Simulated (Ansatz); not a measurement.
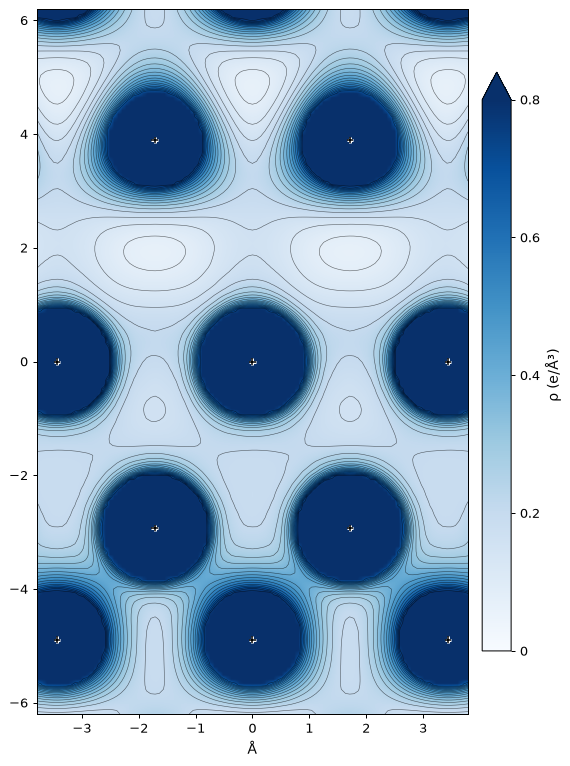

The valence electron density on a plane through atoms (crosses mark nuclei in the plane).

All numbers below come from DFT r2SCAN, scalar-relativistic, plane waves, PAW (Ansatz 0.2.0).

Candidates:
A. MoS2, a = 3.18 Å, b = 3.18 Å, c = 34.48 Å, α = 90.00°, β = 90.00°, γ = 120.00°. Space group P-3m1; a structure from a database of computed crystals, not necessarily the ambient phase; computed without spin polarisation.
B. HfN, a = 4.89 Å, b = 4.89 Å, c = 4.89 Å, α = 90.00°, β = 90.00°, γ = 90.00°. Space group F-43m; a structure from a database of computed crystals, not necessarily the ambient phase; computed without spin polarisation.
C. TaAs, a = 3.44 Å, b = 3.44 Å, c = 11.71 Å, α = 90.00°, β = 90.00°, γ = 90.00°. Space group I4₁md; a structure from a database of computed crystals, not necessarily the ambient phase.

Which system is this?

Candidate C: TaAs on the (100) plane of the conventional cell, which holds Ta and As. Ta–As (2.61 Å): ρ is about 0.42 e/Å³ halfway.
